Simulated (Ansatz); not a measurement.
# Run report: C6N, geometry relaxation (part 4 of 4)

The same run, continued: C6N (slab, 7 atoms in the cell); DFT PBE+D3(BJ), scalar-relativistic, plane waves, PAW, spin-polarised (Ansatz 0.2.0); cutoff 420 eV, 12×12×1 k-mesh, Gaussian smearing of 0.05 eV, collinear spins. The structure derives from an entry of the Crystallography Open Database. The input holds or restrains some coordinates. Forces given for the steps count only the free coordinates. It belongs to a series of runs on one base structure; here: N put at a hollow C-C site.

Geometry of the input (Å; fractional positions):
```
2.4656  0.0000  0.0000
-1.2328  2.1342  0.0000
0.0000  0.0000  25.7843
C  0.6667  0.3334  0.3297
C  0.3333  0.6666  0.3297
C  0.1667  0.3334  0.4612
C  0.8333  0.6666  0.4612
C  0.6667  0.3334  0.5928
C  0.3333  0.6666  0.5928
N  1.0000  1.0000  0.6075
```

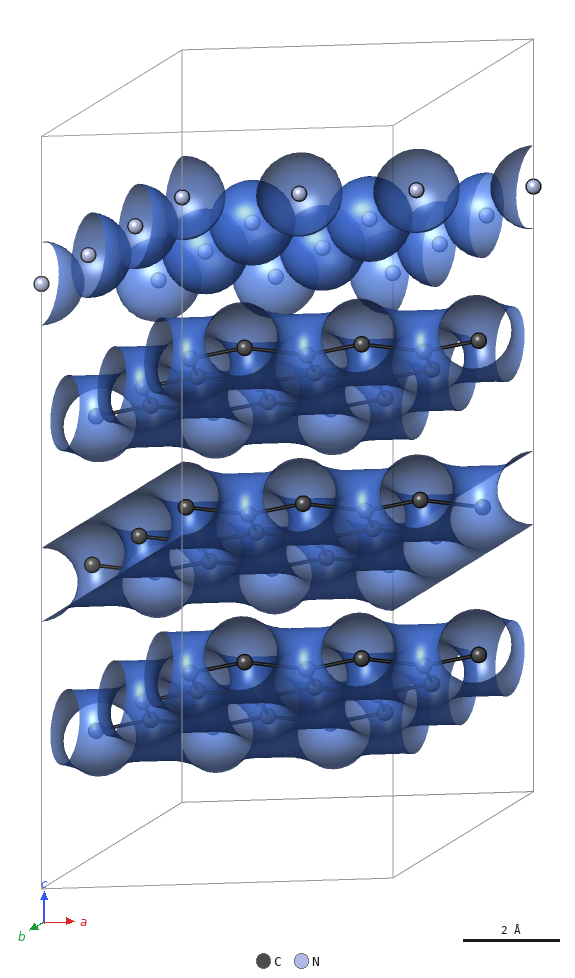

**Figure 1.** Isosurface of the valence pseudo-density at 0.4 e/Å³ (blue), seen at an oblique angle. Sticks mark near contacts. At this value the density is joined into sheets; it holds about 80 % of the electrons treated as valence. It is pinched off along the N–N (2.46 Å) contacts. On the grid the lowest density along these lines, outside the cores, is 2 e/Å³ (C–C, 1.42 Å) and 0.19 e/Å³ (N–N, 2.46 Å). In a PAW calculation such maps are meaningful between the atoms, not at the nuclei.

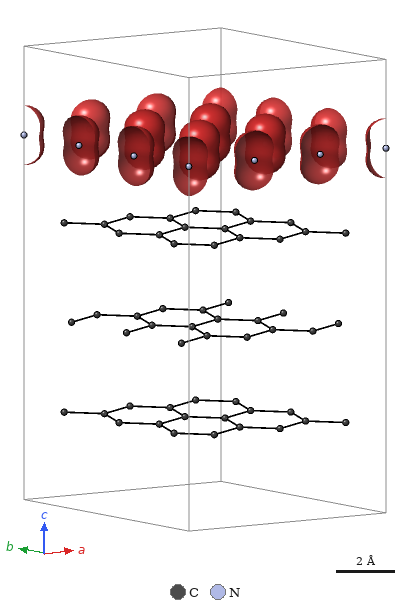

**Figure 2.** Isosurfaces of the spin density at +0.1 (green) and −0.1 e/Å³ (red), seen at an oblique angle. Sticks mark near contacts. The spin density sits on N: −1.1 μB in one cell of 7 atoms: a single local moment. The cell of the calculation (7 atoms) carries 1.2 μB net. Only one sign reaches the isovalue.

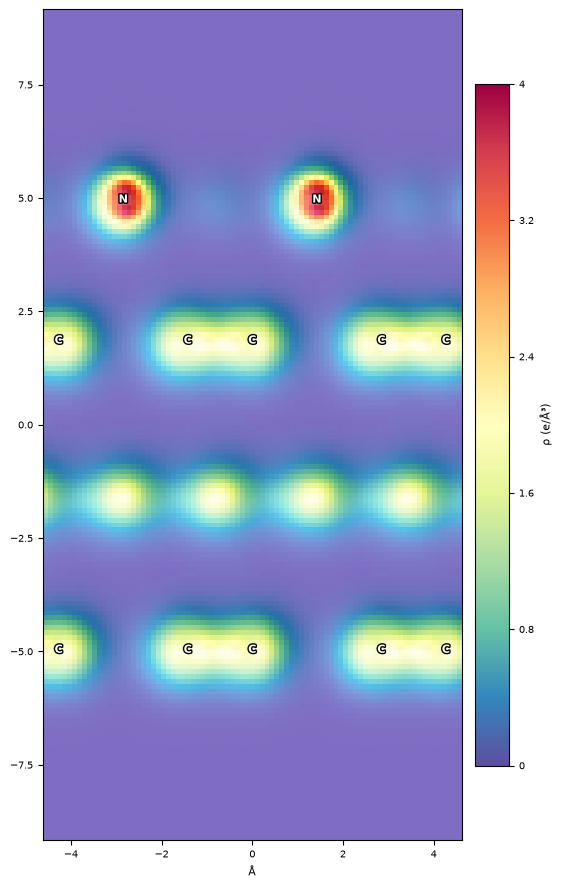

**Figure 3.** Valence electron density on the (110) plane of the calculation cell, a cut from vacuum to vacuum. C–C (1.42 Å): ρ at the midpoint is about 2 e/Å³. The density dies away to nearly zero in the vacuum.

Results in brief

- outcome: converged under the restraints of the input
- electrons treated: 29
- free energy: −1885.3316 eV
- work function, top face: 6.95 eV
- work function, bottom face: 4.33 eV
- Fermi energy: −0.051 eV
- gap on the k-point mesh: none (metallic)
- net moment of the cell: −1.22 μB
- integrated absolute moment: 1.23 μB
- final volume: 135.68 Å³
- work function (upper face): 6.95 eV
- largest force (length of the vector) at the end, held atoms and coordinates included: 0.019 eV/Å
- wall time: 11 min
- peak memory: 0.56 GiB

Remarks

The electronic state found may not be the lowest one. Notes on the run: a screening estimate came out negative during mixing; some starting moments were not kept; the exchange-correlation potential is rough where the density is thin.
